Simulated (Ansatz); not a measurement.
## Os: 6 runs along one coordinate

System: Os (P6₃/mmc, 2 atoms in the cell).
Method: Kohn-Sham DFT of a periodic cell, PBEsol, spin-orbit coupling, Ansatz PAW, no spin polarisation (Ansatz 0.2.0).

The 6 runs differ only in the geometry, by an even scaling of the cell at fixed fractional positions. The structure derives from an entry of the Crystallography Open Database.

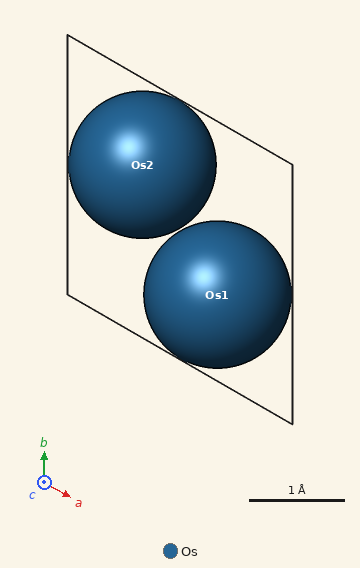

Figure 1. The structure of run 4 (spheres-only view of the cell of the calculation, along the c axis; atoms are numbered from 1 in the order of the input).

## Input of run 4
```yaml
crystal:
  lattice:
    - [2.7341, 0.0, 0.0]
    - [-1.36705, 2.3678000565, 0.0]
    - [0.0, 0.0, 4.3197]
  atoms:
    - { symbol: Os, position: [0.6666666667, 0.3333333333, 0.75] }
    - { symbol: Os, position: [0.3333333333, 0.6666666667, 0.25] }
hamiltonian:
  xc: pbesol
  pseudopotentials: { kind: paw_fr }
magnetization:
  noncollinear: true
  spin_orbit: true
kpoints:
  mp_grid: { grid: [11, 11, 6] }
scf:
  occupations: { method: fermi_dirac, width: 0.05 }
output:
  forces: true
  stress: true
  eigenvalues: true
```

Command:
```bash
ansatz run input.yaml --threads 2 --pin off --max-ram 5120MiB --backend cpu --events-out ev --progress --plain --runs-dir out
```

Lattice vectors (Å) and fractional positions of run 4:
```
   2.734100    0.000000    0.000000
  -1.367050    2.367800    0.000000
   0.000000    0.000000    4.319700
Os  0.666667  0.333333  0.750000
Os  0.333333  0.666667  0.250000
```

Run 2 differs from it as follows:
```diff
-    - [2.7341, 0.0, 0.0]
-    - [-1.36705, 2.3678000565, 0.0]
-    - [0.0, 0.0, 4.3197]
+    - [2.697148173, 0.0, 0.0]
+    - [-1.3485740865, 2.3357988356, 0.0]
+    - [0.0, 0.0, 4.261318519]
```

## Results, with one run withheld

| run | volume per atom (Å³) | free energy per atom, from the lowest run given (meV) | pressure (GPa) |
| --- | --- | --- | --- |
| 1 | 13.143 | 61.09 | 27.45 |
| 2 | 13.423 | ? | ? |
| 3 | 13.703 | 3.37 | 6.43 |
| 4 | 13.982 | 0.00 | −2.39 |
| 5 | 14.262 | 11.16 | −10.24 |
| 6 | 14.542 | 35.24 | −17.22 |

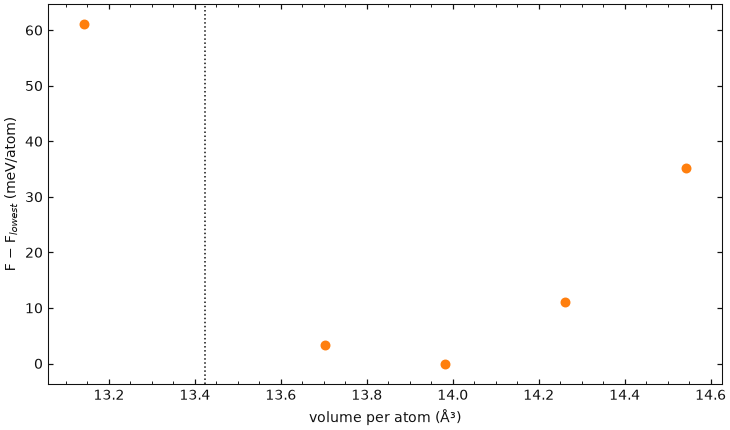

Figure 2. Free energy per atom of the runs given; the dotted line marks run 2.

Fit the runs given and predict run 2.

A cubic polynomial in V^(−2/3) (the Birch–Murnaghan form), fitted to the 5 runs given, misses them by at most 0.01 meV per atom. With x = V^(−2/3) − 0.17288 Å⁻², it reads F = −0.57276 − 198.14 x + 1.3913e+06 x² + 3.1858e+06 x³ (meV per atom). At run 2 it gives 23.05 meV per atom, and the run itself gives 23.07. The slope of the fit gives a pressure −dF/dV of 16.31 GPa there, and the run prints 16.33 GPa. The fit has its minimum at 13.903 Å³ per atom, where V d²F/dV² gives 427 GPa. Cell shape and fractional positions are held, so this is the stiffness under even scaling; the relaxed bulk modulus wasn't computed.

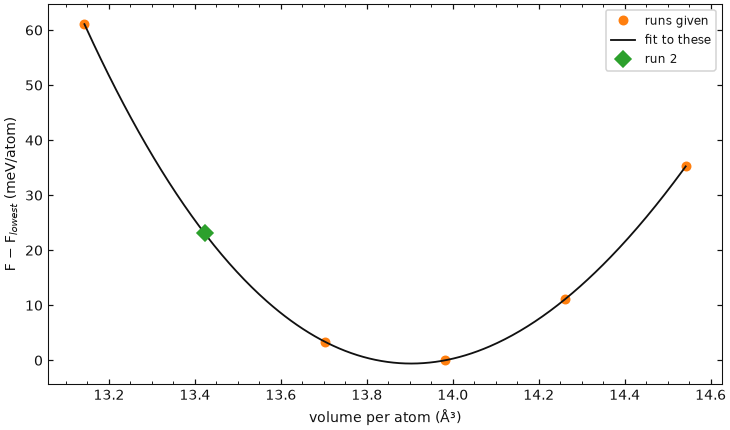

Figure 3. The fit and the withheld run.

## Output, shortened to warnings, some set-up lines, iterations and results (run 2)
```
Basis set: ecut = 420 eV, 537 PW (Γ), exchange–correlation on 40×40×60 points (8 copies of the dense FFT grid, shifted against one another)
Symmetry: 24 space group operations + 24 with time reversal
k-points: 64 of 726
Initial density: superposition of atomic densities (chi_scale 0.1, normalization cell)
[...]
SCF iter   1: F=—  HF=-22559.821526 eV  |F-HF|=—  |Δ(HF+E_count)|=         —  Δρ=6.26e-2  dr2=8.67e-1  dr2_m=0.00e0 (ungated)  ethr=3.10e-3  |M|=0.00e0 ∫|m|=0.00e0 μB  …
SCF iter   2: F=—  HF=-22559.648972 eV  |F-HF|=—  |Δ(HF+E_count)|=   1.73e-1  Δρ=4.51e-2  dr2=4.36e-1  dr2_m=0.00e0 (ungated)  ethr=2.71e-3  |M|=0.00e0 ∫|m|=0.00e0 μB  …
SCF iter   3: F=—  HF=-22559.496736 eV  |F-HF|=—  |Δ(HF+E_count)|=   1.52e-1  Δρ=2.63e-3  dr2=5.58e-4  dr2_m=0.00e0 (ungated)  ethr=1.36e-3  |M|=0.00e0 ∫|m|=0.00e0 μB  …
SCF iter   4: F=—  HF=-22559.497242 eV  |F-HF|=—  |Δ(HF+E_count)|=   5.06e-4  Δρ=4.13e-4  dr2=3.21e-5  dr2_m=0.00e0 (ungated)  ethr=1.74e-6  |M|=0.00e0 ∫|m|=0.00e0 μB  …
SCF iter   5: F=—  HF=-22559.497249 eV  |F-HF|=—  |Δ(HF+E_count)|=   7.05e-6  Δρ=4.06e-5  dr2=2.16e-7  dr2_m=0.00e0 (ungated)  ethr=1.00e-7  |M|=0.00e0 ∫|m|=0.00e0 μB  …
SCF iter   6: F=-22559.497249 eV  HF=-22559.497249 eV  |F-HF|=7.20e-10  |Δ(HF+E_count)|=   1.26e-7  Δρ=8.62e-6  dr2=9.30e-9  dr2_m=0.00e0 (ungated)  ethr=3.13e-10  |M|=0.00e0 …
SCF 1 converged in 6 iterations: F = -22559.497249 eV  dr2 = 9.30e-9
SCF converged after 6 iterations
Magnetization: |M| = 0.0000 μB,  M = (+0.0000, +0.0000, +0.0000) μB
Absolute magnetization: 0.0000 μB (∫|m|)
  site 0: m = (+0.0000, +0.0000, +0.0000) μB, |m| = 0.0000 μB  (R = 1.09 Å)
  site 1: m = (+0.0000, +0.0000, +0.0000) μB, |m| = 0.0000 μB  (R = 1.09 Å)
Free energy (F): -22559.497249 eV
Harris-Foulkes:  -22559.497249 eV  (|F-HF|=7.20e-10)
Internal energy: -22559.484550 eV  (E = F + TS)
E sigma→0 (E₀):  -22559.490900 eV
Entropy (-TS):   -0.012700 eV (-6.350 meV/atom)
Fermi energy:    27.211231 eV
--- Per-component energies (eV) ---
  E_band       = -105.036371
  E_kinetic    = 1128.517420
  E_local      = -1484.565709  (includes V_loc(G=0)·N_el)
  E_nonlocal   = -13.413366
  E_hartree    = 626.345156
  E_xc         = -532.441860
  E_vxc        = -570.395464  (∫ρ·V_xc dr)
  E_paw        = -17805.315695  (= ΣΔE_a)
  E_vpaw       = -417.865984  (= ΣTr[D̂ρ^β])
  E_aug_tail   = -0.000141  (compensation charges beyond the density's cutoff)
  E_ewald      = -4479.116302
  E_core_change = 0.505947  (= ΣΔE_core)
  E_smearing   = -0.012700  (= −TS)
  E_closure    = -0.000000  (closes the sum)
  Σ components = -22559.497249   (vs F -22559.497249, Δ=0.00e0)
--- Forces (eV/Å), atoms counted from 1 ---
  atom   1  Os     0.00000000    -0.00000000     0.00000000
  atom   2  Os     0.00000000     0.00000000     0.00000000
  max |Σ_I F_I| component: 9.25e-18 eV/Å
--- Stress (GPa, compression-positive) ---
       16.051257       0.000000       0.000000
       -0.000000      16.051257       0.000000
        0.000000       0.000000      16.891044
  P = ⅓ Tr σ = 16.3312 GPa (163.312 kbar)
```
